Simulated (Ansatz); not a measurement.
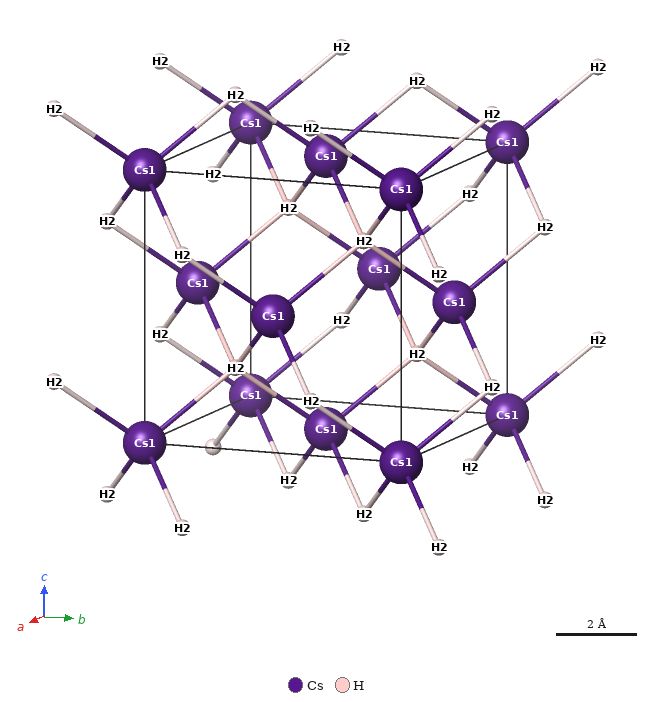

The structure (ball-and-stick view of the cell 4 times as large as that of the calculation, set on its symmetry axes, seen slightly off an axis; neighbours outside the cell are drawn fainter; atoms are numbered from 1 in the order of the input). An atom can appear more than once, as a periodic image.

Single-point calculation, with input and output: CsH

- system: CsH (F-43m, 2 atoms in the cell)
- method: DFT, PBEsol, plane waves, PAW, no spin polarisation (Ansatz 0.2.0)

The structure was built on a prototype by a generator. Some settings of this run were made unusual or wrong on purpose. The geometry comes from this level: r2SCAN. Figures and captions count atoms from 1; the log counts them from 0 in places.

### Input file
```yaml
crystal:
  lattice:
    - [0.0, 3.4951746506, 3.4951746506]
    - [3.4951746506, 0.0, 3.4951746506]
    - [3.4951746506, 3.4951746506, 0.0]
  atoms:
    - { symbol: Cs, position: [0.0, 0.0, 0.0] }
    - { symbol: H, position: [0.25, 0.25, 0.25] }
kpoints:
  mp_grid: { grid: [1, 1, 1] }
hamiltonian:
  xc: pbesol
scf:
  occupations: { method: fixed }
output:
  optics:
    e_range: [0, 15]
    de: 0.05
    sigma: 0.4
    scissors: 2.5
    scheme: fermi_dirac
    bands: { spectra_wanted_up_to: 15 }
```

Run as:
```bash
ansatz run input.yaml --threads 4 --pin off --max-ram 3686MiB --backend cpu --events-out ev --progress --plain --runs-dir out
```

### What the program printed
```
Engine: ansatz 0.2.0, aarch64-unknown-linux-gnu
Pseudopotentials: kind: paw
Pseudopotential: Cs, paw, valence charge 9, recommended cutoff 420 eV (normal), Cs.paw.azcp
Pseudopotential: H, paw, valence charge 1, recommended cutoff 420 eV (normal), H.paw.azcp
Functional definition: PBEsol
  exchange = pbesol_x
  correlation = pbesol_c
Crystal: 2 atoms, lattice volume = 85.396 Å³
Basis set: ecut = 420 eV, 1687 PW (Γ)
Bands: 9, of which v1, the nominal top of the filled ones, is band 5 counted from 1 (4 counted from 0)
Symmetry: 24 space group operations
Space group: F-43m (ITA 216), of the structure as read, at distance tolerance 4.4e-5 Å
k-points: 1
Non-local potential: Cs, projectors of the file, l = 0: 3, l = 1: 2, l = 2: 2, l = 3: 2
Non-local potential: H, projectors of the file, l = 0: 2, l = 1: 1
PAW form: soft (Blöchl's): semilocal exchange-correlation on the pseudo side does not see the compensation charge
PAW frozen core: Cs, regenerated for the run's functional, and the local potential with it (the file was generated under x = pbe(κ = 0.804, μ = 0.2195149727645171), c = pbe(β = 0.06672455060314922))
PAW one-centre angular grid: Cs, 194 points (default); XC on 64 Gauss nodes
PAW one-centre angular grid: H, 110 points (default); XC on 64 Gauss nodes
Initial density: superposition of atomic densities (neutral atoms: chi_scale 0, normalization atom), corrected by the library's trained network
Initial wavefunctions: pseudopotential atomic-orbital guess
Functional: x = pbesol(κ = 0.804, μ = 0.12345679012345678), c = pbesol(β = 0.046)
SCF iter   1: F=—  HF=-5602.449443 eV  |F-HF|=—  |Δ(HF+E_count)|=         —  Δρ=2.25e-2  dr2=7.64e-1  ethr=1.77e-3  ⟨swp⟩=5.0  Hψ=62  notcnv=0
preconditioner: auto → none  [insulator: Δε(μ)=5.218 eV  Ē_g=10.951 eV  n_scr=14 (ndim 8)  ℏωp=11.4 eV  f_vac=0.161  ε∞_Penn≈2.1]
SCF iter   2: F=—  HF=-5602.234467 eV  |F-HF|=—  |Δ(HF+E_count)|=   2.15e-1  Δρ=2.47e-3  dr2=3.81e-3  ethr=1.77e-3  ⟨swp⟩=3.0  Hψ=25  notcnv=0
SCF iter   3: F=—  HF=-5602.235947 eV  |F-HF|=—  |Δ(HF+E_count)|=   1.48e-3  Δρ=1.05e-3  dr2=7.97e-4  ethr=3.81e-5  ⟨swp⟩=3.0  Hψ=23  notcnv=0
SCF iter   4: F=—  HF=-5602.236808 eV  |F-HF|=—  |Δ(HF+E_count)|=   8.61e-4  Δρ=1.33e-4  dr2=3.05e-5  ethr=7.97e-6  ⟨swp⟩=2.0  Hψ=14  notcnv=0
SCF iter   5: F=—  HF=-5602.236801 eV  |F-HF|=—  |Δ(HF+E_count)|=   6.94e-6  Δρ=2.36e-5  dr2=7.05e-7  ethr=3.05e-7  ⟨swp⟩=3.0  Hψ=14  notcnv=0
SCF iter   6: F=—  HF=-5602.236801 eV  |F-HF|=—  |Δ(HF+E_count)|=   6.48e-7  Δρ=2.19e-6  dr2=6.55e-9  ethr=7.05e-9  ⟨swp⟩=2.0  Hψ=13  notcnv=0
SCF iter   7: F=—  HF=-5602.236801 eV  |F-HF|=—  |Δ(HF+E_count)|=  3.49e-10  Δρ=3.09e-7  dr2=7.18e-11  ethr=6.55e-11  ⟨swp⟩=2.0  Hψ=13  notcnv=0
SCF iter   8: F=-5602.236801 eV  HF=-5602.236801 eV  |F-HF|=1.82e-12  |Δ(HF+E_count)|=  9.19e-11  Δρ=2.04e-8  dr2=5.16e-13  ethr=1.00e-12  ⟨swp⟩=4.0  Hψ=34  notcnv=0
SCF 1 converged in 8 iterations: F = -5602.236801 eV  dr2 = 5.16e-13
  greatest PAW one-centre occupation: 0.937 electrons in one spin orbital (limit 2), on the Cs atom at site 0 (counted from 0), in its partial waves of l = 0
```

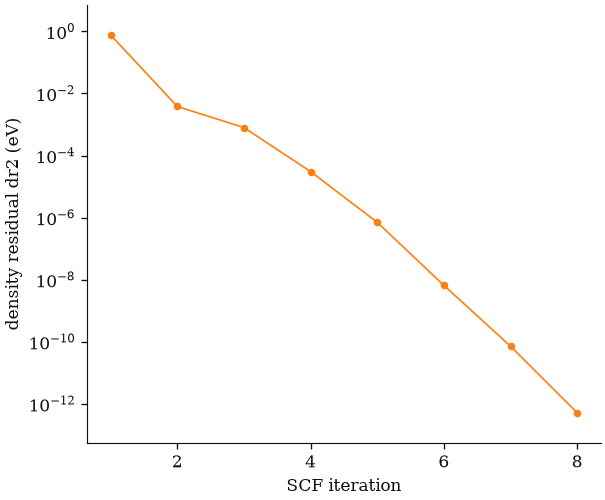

Convergence of the self-consistent field: density residual dr2 against the SCF iteration. The residual falls at every step.

```
NSCF: frozen V_eff on 1 k-points
Optics k sum: 0 of 1 k-points
Optics k sum: 1 of 1 k-points
Optics k sum: 0 of 1 k-points
Optics k sum: 1 of 1 k-points
Optics k sum: 0 of 1 k-points
Optics k sum: 1 of 1 k-points
WARN: output.optics: on 261 of the rows wanted, those up to 15.000 eV, the energy-loss function is not bounded in the bands left out, and is left empty along some axis. In full: what the bands over the 28 summed would add to eps1, eps2 and the energy-loss function is held between a lower and an upper bound (10 Lanczos steps). eps1, eps2 and their loss function (loss_summed_bands) are given on every row as the summed bands alone make them. Along an axis, on a row where the two bounds hold the loss function to about 1 % of the greater of itself and 0.5 % of |1/eps|, its cell (loss_completed) is given, with the completed eps1 and eps2 that it is formed of (a cell that is left empty reads nan in the table and null in the record). The two bounds hold it so along every axis on 40 of the 301 rows up to 15.000 eV; on the other 261, the lowest at 0.000 eV, those cells are left empty along some axis; the steps ended with no row wanted left that a further step could bound, as where the summed bands' own error is too great, or, of a sum inside the cells of its k-points, where these part, or are assumed to part, too far in what the bands left out add (a denser output.optics.nscf_kmesh narrows that). The run works to bound the rows up to 15.000 eV and no higher ones: a peak of the loss function over that energy may be left empty with no warning. To have the run work for it, set output.optics.bands.spectra_wanted_up_to to a higher energy. perfect_screening_sum, loss_f_sum_n_eff and, beside carriers, perfect_screening_limit are those of loss_summed_bands: over the bounded function the two sums would run over rows that are not all bounded, and lack what the bands left out lay past the top of the energy grid. Bounded is said of the bands left out alone, which are those that the basis at basis.ecutwfc holds: it says nothing of that cutoff, of the k-point mesh, of what the sum inside its cells errs by (eps2_relative_error), of the factors of all_electron_strengths, nor of how far the SCF is converged. The bands left out are taken at the k-points, and what their mean over the points' cells stands off that by is in neither bound: what is assumed of it, which the test of a row counts in, is 0.49 % of |eps| at the most among the values given; a lone k-point or star has no spread of its own, and two or three are taken to part by no less than one; an output.optics.nscf_kmesh whose points fall into four stars or more gives its own (unshifted, two points a side of a simple cubic cell, which gave two of 64 atoms their empty rows back, and three of a face- or body-centred one)
SCF converged after 8 iterations
Free energy (F): -5602.236801 eV
Harris-Foulkes:  -5602.236801 eV  (|F-HF|=1.82e-12)
Internal energy: -5602.236801 eV  (E = F + TS)
E sigma→0 (E₀):  -5602.236801 eV
Fermi energy:    -0.466558 eV
--- Per-component energies (eV) ---
  E_band       = -77.048631
  E_kinetic    = 153.910178
  E_local      = -339.578543  (includes V_loc(G=0)·N_el)
  E_nonlocal   = 32.972886
  E_hartree    = 117.419315
  E_xc         = -180.828788
  E_vxc        = -136.620036  (∫ρ·V_xc dr)
  E_paw        = -4984.182969  (= ΣΔE_a)
  E_vpaw       = -22.570812  (= ΣTr[D̂ρ^β])
  E_aug_tail   = -0.000933  (compensation charges beyond the density's cutoff)
  E_ewald      = -402.092106
  E_core_change = 0.144160  (= ΣΔE_core)
  E_smearing   = -0.000000  (= −TS)
  E_closure    = -0.000000  (closes the sum)
  Σ components = -5602.236801   (vs F -5602.236801, Δ=0.00e0)
--- Band table (eV) ---
  k-point 0: bands = ["-19.4786", "-6.1930", "-6.1930", "-6.1930", "-0.4666", "4.8760", "6.3015", "6.3015", "6.3015"]
```

### File optics_head.txt
```
# E[eV]	eps2_xx	eps2_yy	eps2_zz	eps2_xy	eps2_xz	eps2_yz	eps1_xx	eps1_yy	eps1_zz	eps1_xy	eps1_xz	eps1_yz	loss_summed_bands_xx	loss_summed_bands_yy	loss_summed_bands_zz	eps1_completed_xx	eps1_completed_yy	eps1_completed_zz	eps2_completed_xx	eps2_completed_yy	eps2_completed_zz	loss_completed_xx	loss_co
# format = ansatz-optics/6
# eps_inf(xx yy zz) = 2.119729 2.119729 2.119729
# eps_inf_bands = summed_not_bounded
# eps_inf_summed_bands(xx yy zz) = 2.119729 2.119729 2.119729
# eps_inf_completed(xx yy zz) = withheld withheld withheld
# k_sum = mesh_cells
# eps2_relative_error = 0.0076
# eps_inf_relative_error = 0.0314
# f_sum_n_eff(xx yy zz) = 9.774856 9.774856 9.774856 of n_electrons = 10.000000
# f_sum_n_eff_momentum_only(xx yy zz) = 8.801266 8.801266 8.801266
# loss_f_sum_n_eff(xx yy zz) = 11.890167 11.890167 11.890167
# perfect_screening_sum(xx yy zz) = 0.528242 0.528242 0.528242
# perfect_screening_sum_on_rows(xx yy zz) = 0.528242 0.528242 0.528242
# the maxima of the summed bands' own loss function (the loss_summed_bands columns) are measured between the rows too: peak_sampling_summed_bands says what part of their heights the rows count for, and missed_extrema_summed_bands lists those of which they count for under four fifths, the half width
# peak_sampling_summed_bands_xx(least_part_sampled least_sampled_at_ev n_extrema n_missed) = 9.995551e-1 7.426822031413719 2 0
# peak_sampling_summed_bands_yy(least_part_sampled least_sampled_at_ev n_extrema n_missed) = 9.995551e-1 7.4268220314137166 2 0
# peak_sampling_summed_bands_zz(least_part_sampled least_sampled_at_ev n_extrema n_missed) = 9.995551e-1 7.426822031413708 2 0
# peak_sampling_completed and missed_extrema_completed say the same of the loss function that is bounded in the bands left out (the loss_completed columns), of its maxima between two points that are bounded alone
# peak_sampling_completed_xx(least_part_sampled least_sampled_at_ev n_extrema n_missed) = none
# peak_sampling_completed_yy(least_part_sampled least_sampled_at_ev n_extrema n_missed) = none
# peak_sampling_completed_zz(least_part_sampled least_sampled_at_ev n_extrema n_missed) = none
# n_bands = 28
# n_bands_set_by = photon_energy
# the loss_summed_bands columns' heights are not shown to be converged in n_bands (drawn for output.optics.bands)
# valid_up_to_ev = 17.202270
# least_direct_gap_ev = 5.342567e0 at k(fractional) = 0.000000 0.000000 0.000000, k_point = 0, channel = 0, bands = 4 5 (counted from 0)
# evaluated_top_ev = 50.500000
# all_electron_strengths = true
# band_completion = completed
# the eps1, eps2 and loss_summed_bands columns, and eps_inf_summed_bands or eps1_interband_at_0, are the summed bands' own on every row. eps_inf is eps_inf_completed where that is given along all three axes. loss_summed_bands is the loss function of that eps1 and eps2 (beside carriers the total's).
# response = whole
# tolerance = 0.01
# method = lanczos_chains
# lanczos_steps = 10
# chains_run = together
# ended_by = wanted_rows_settled
# boundable_up_to_ev = 18.402270
# wanted_up_to_ev = 15.000000
# the run works to bound the rows up to wanted_up_to_ev and no higher ones, so that a peak of the completed columns over that energy may read nan with no warning: a higher spectra_wanted_up_to under output.optics.bands (a deck at auto types it in the place of auto) has the run work for it too
# change_inside_cells = 0.0049 (assumed)
# the bands left out are taken at the k-points, and what their mean over the points' cells stands off that by is in neither bound: this much, as a part of |eps| at the most among the values given, which the test of a row counts in (under method = linear_solves it holds an estimate of how far a sum a
# bound_at_0(xx yy zz) = limited_by_mesh_spread limited_by_mesh_spread limited_by_mesh_spread
# rows_by_bound_xx(bounded bounds_too_wide limited_by_band_error limited_by_mesh_spread above_boundable_range not_finite) = 40 0 0 261 0 0
# rows_by_bound_yy(bounded bounds_too_wide limited_by_band_error limited_by_mesh_spread above_boundable_range not_finite) = 40 0 0 261 0 0
# rows_by_bound_zz(bounded bounds_too_wide limited_by_band_error limited_by_mesh_spread above_boundable_range not_finite) = 40 0 0 261 0 0
# bounded_ranges_ev_xx = 4.850000-6.800000
# bounded_ranges_ev_yy = 4.850000-6.800000
# bounded_ranges_ev_zz = 4.850000-6.800000
```

### Outcome

| quantity | value |
| --- | --- |
| outcome | converged |
| space group (tolerance 0.01 Å) | F-43m (216) |
| electrons treated | 10 |
| free energy | −5602.2368 eV |
| Fermi energy | −0.467 eV |
| gap on the k-point mesh | 5.34 eV |
| hardware | 4 threads of Arm Neoverse V1, 24 GiB of memory available, shared host |
| wall time | 2.6 s (CPU time 7 s) |
| peak memory | 0.37 GiB |

### Diagnosis

Some settings of this run were drawn to be unusual or wrong. It converged; results that depend on the unusual settings are not reference values. So coarse a mesh can miss the band edges, so the true gap of this method can be much smaller, or zero.
